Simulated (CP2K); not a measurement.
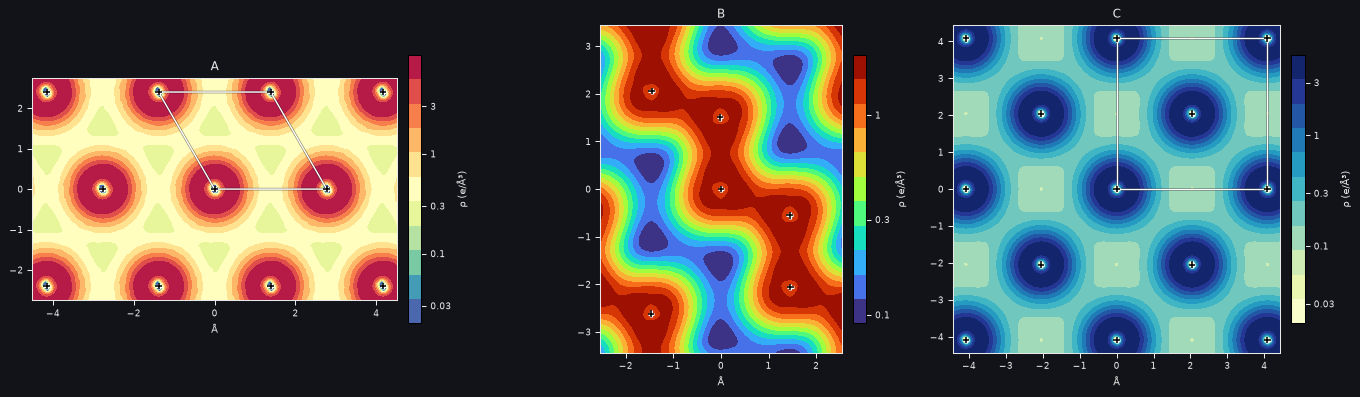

The valence electron density of 3 systems, each on a plane through atoms (crosses mark nuclei in the plane).

Theory: Kohn-Sham DFT of a periodic cell, PBE, GTH-PBE with UZH-TZVP basis (CP2K 2026.2).

System 1: C, the (010) plane of the conventional cell. Space group C2/m; changed on purpose from its base cell (atoms moved at random by about 0.05 A; method = GAPW); not relaxed (largest force 1.7 eV/Å); computed pressure about 4 GPa in this cell.

```yaml
crystal:
  lattice:
    - [2.52207, -2.91223, -2.05926]
    - [0.00000, -1.45612, 2.05926]
    - [-2.52207, 0.00000, 0.00000]
  atoms:
    - { symbol: C, position: [0.37945, 0.50000, 0.63453] }
    - { symbol: C, position: [0.87945, 0.00000, 0.63453] }
    - { symbol: C, position: [0.11960, 0.99905, 0.36547] }
    - { symbol: C, position: [0.61960, 0.49905, 0.36547] }
```

System 2: Ag, the (001) plane of the conventional cell. Space group Fm-3m; computed pressure about 4 GPa in this cell.

```
Ag
1.0
     2.88888   -1.66790    2.35876
     0.00000    3.33580    2.35876
    -2.88888   -1.66790    2.35876
Ag
4
Direct
  0.00000 0.50000 0.50000
  0.50000 0.00000 0.50000
  0.00000 0.00000 0.00000
  0.50000 0.50000 0.00000
```

System 3: Pt, the (001) plane of the conventional cell. Space group R-3m; changed on purpose from its base cell (strain c = 0.06); computed pressure about −4 GPa in this cell.

```
Pt
1.0
     2.77313    0.00000    0.00000
    -1.38657    2.40160    0.00000
     0.00000    0.00000    7.20032
Pt
3
Direct
  0.33333 0.66667 0.66667
  0.00000 0.00000 0.00000
  0.66667 0.33333 0.33333
```

Question: Which map belongs to which system?

Answer: Panel A is system 3, Pt: the plane holds Pt. Pt–Pt (2.77 Å): ρ is about 0.42 e/Å³ halfway. Panel B is system 1, C: the plane holds C. C–C (1.51 Å): ρ at the midpoint is about 1.7 e/Å³. Panel C is system 2, Ag: the plane holds Ag. Ag–Ag (2.89 Å): ρ is about 0.22 e/Å³ halfway.
